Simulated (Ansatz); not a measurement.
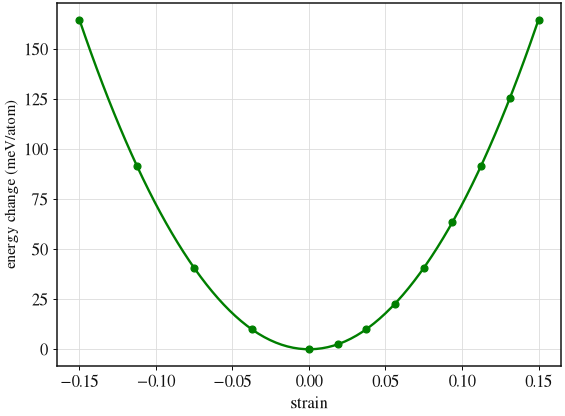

The picture above shows the energy change against strain.

Method: homogeneous strain of a crystal along one Voigt pattern with engineering shear, fractional coordinates fixed, by plane-wave density functional theory with PAW datasets, free energies less that of the undisturbed cell, pressure positive in compression; scalar-relativistic (Ansatz 0.2.0). Level: r2SCAN, no spin polarisation.

**For which of these solids was it computed?**
A. P, Pmna (No. 53), 132.5 Å³/atom, strain pattern [1, 1, 0, 0, 0, 0]
B. W, Im-3m (No. 229), 16.3 Å³/atom, strain pattern [0, 0, 0, 1, 0, 0]
C. GaN, P6_3mc (No. 186), 11.4 Å³/atom, strain pattern [1, 0, 0, 0, 0, 0]

B, W: energy change from 0 meV/atom to 165 meV/atom. The others give: GaN, energy change from 0.00 meV/atom to 62.97 meV/atom; P, energy change from 0 meV/atom to 825 meV/atom.

For P, limits of the calculation: reference crystal is not relaxed.

For W, limits of the calculation: reference crystal is not relaxed.
